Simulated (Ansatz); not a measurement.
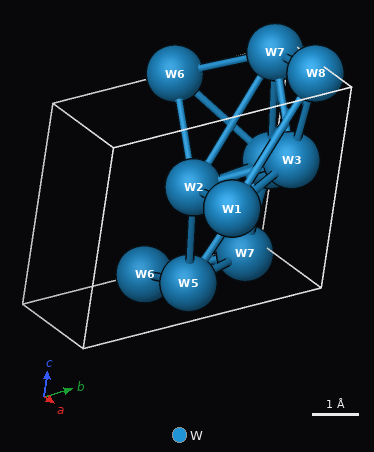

Solid W (set up in P1), before the relaxation. Style: ball-and-stick. Shown: the cell of the calculation, reduced to other axes, slightly off an axis. Lengths and directions refer to the drawn axes.

Case: all atoms moved at random, sigma 0.25 Å for each component; relaxed back.

All numbers below come from DFT PBE, scalar-relativistic, plane waves, PAW (Ansatz).

Input
```yaml
crystal:
  lattice:
    - [0.0, 4.0370062299, -4.0370062299]
    - [4.0370062299, 4.0370062299, 0.0]
    - [4.0370062299, 0.0, -4.0370062299]
  atoms:
    - { symbol: W, position: [0.5835267886, -9.00356e-05, 0.5022406146] }
    - { symbol: W, position: [0.5265491, 0.4546996697, 0.5306248338] }
    - { symbol: W, position: [-0.0609666227, 0.041942875, 0.5395033873] }
    - { symbol: W, position: [-0.0372850261, 0.4979446668, 0.4470840056] }
    - { symbol: W, position: [0.573126139, -0.0764278247, 0.0354516905] }
    - { symbol: W, position: [0.5100122153, 0.4818568947, -0.0034236327] }
    - { symbol: W, position: [-0.0829468858, 0.0186333022, -0.0066542977] }
    - { symbol: W, position: [-0.0120157084, 0.5814404517, -0.0448266015] }
basis:
  ecutwfc: 420
kpoints:
  mp_grid: { grid: [8, 8, 8] }
hamiltonian:
  xc: pbe
scf:
  occupations: { method: gaussian, width: 0.15 }
output:
  forces: true
  stress: true
  eigenvalues: true
relax:
  adjacent_minimum: "off"
  f_tol: 0.01
  max_steps: 80
  cell: { stress_tol: 0.1 }
```

Command:
```bash
ansatz run input.yaml --threads 2 --pin off --max-ram 5120MiB --backend cpu --events-out ev --progress --plain --runs-dir out
```

Question: Where does the relaxation end?

Answer: The energy falls by 1690 meV per atom in 10 accepted moves (12 points after the start). Largest force component: 11 eV/Å at the start, 0.00018 eV/Å at the end. Pressure: 49.65 GPa at the start and 0.00 GPa at the end. At 2 points the geometry stayed and the basis and grid were re-selected for the new cell (energy shift of 1.2 meV per atom at most each time). The atom that moves furthest relative to the cell is W1 (0.46 Å along [1 −1 0]). The drawn cell changes as follows: a 5.709 → 6.366 Å (+11.5 %), b = c 5.709 → 5.513 Å (−3.4 %), α 60.0° → 70.5°, β 60.0° → 54.7°, γ 60.0° → 54.7°; the volume changes by −2.0 %. Near-neighbour distances that change, for instance: W4–W5 4.842 → 3.183 Å, W2–W7 4.634 → 3.183 Å, W1–W8 4.615 → 3.183 Å, W3–W6 4.171 → 3.183 Å. New bonds form: W3–W6 (4.17 → 3.18 Å). The space group (tolerance 0.01 Å) goes from P1 (No. 1) to Im-3m (No. 229). The run took 7.1 min on 2 threads of AMD EPYC 9R45 96-Core Processor (Zen 5), on a shared host, peak memory 1.7 GiB.

After the run, drawn alike:

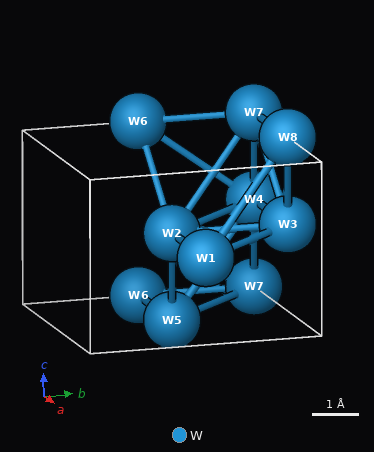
